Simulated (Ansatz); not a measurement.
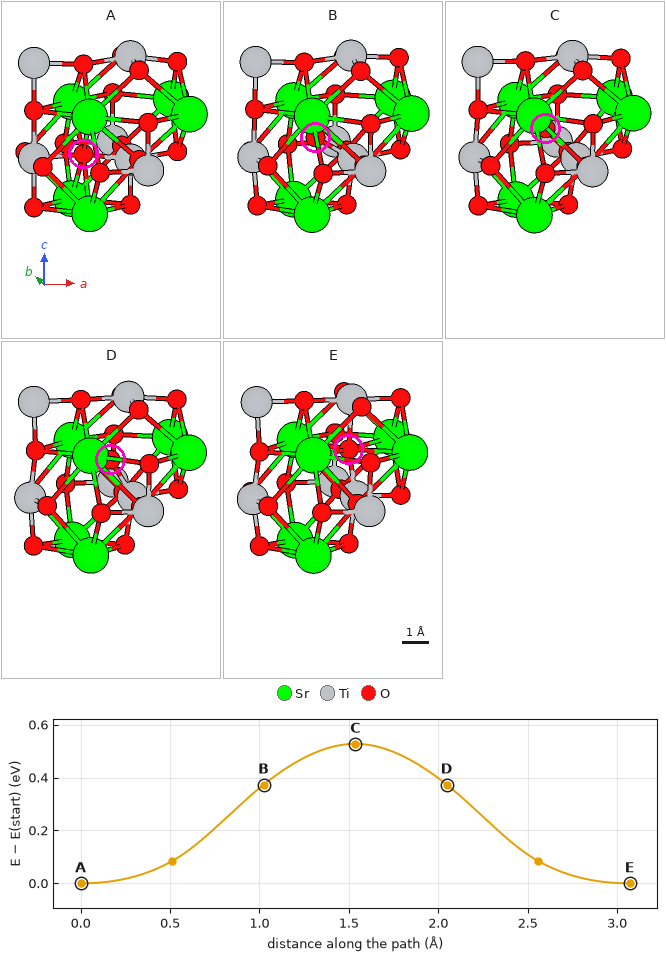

NEB run on a defect cell of composition Sr8Ti8O23 (cell charge +2) (39 atoms in the cell). Images are numbered from 0 (start) to 6 (end). Frames A to E are images 0, 2, 3, 4, 6. The picture is a ball-and-stick view of the atoms within 4.2 Å of the middle of the path, seen slightly off an axis. The moving atom is ringed, with any periodic copies. Bonds to atoms that aren't drawn are left out.

The calculation used DFT PBEsol, scalar-relativistic, plane waves, PAW (Ansatz). Set-up: plane-wave cutoff 420 eV; k-point mesh 2 × 2 × 2; Gaussian smearing 0.02 eV; 5 movable images; climbing image.

Describe the mechanism and the energy profile.

Answer. The two ends have the same energy, and the highest point, image 3, lies 0.53 eV above the start. An O atom travels furthest, 2.47 Å from end to end, along [1 0 1], on a path that bends up to 0.20 Å away from the straight line. At the highest image its nearest neighbour (Ti) is 1.75 Å away, against 1.91 Å at the start, and the surrounding atoms stand up to 0.27 Å off the mean of their end positions. The band converged in 13 iterations, with a climbing image at the top.

Limits of the set-up: the periodic images lie only 7.8 Å apart, so the values are limited by the cell's size; the cell is charged, on a uniform background, and energies carry no finite-size correction.

The run took 12 min on 8 threads of Intel(R) Xeon(R) Processor @ 2.70GHz (shared host), peak memory 4.9 GiB.
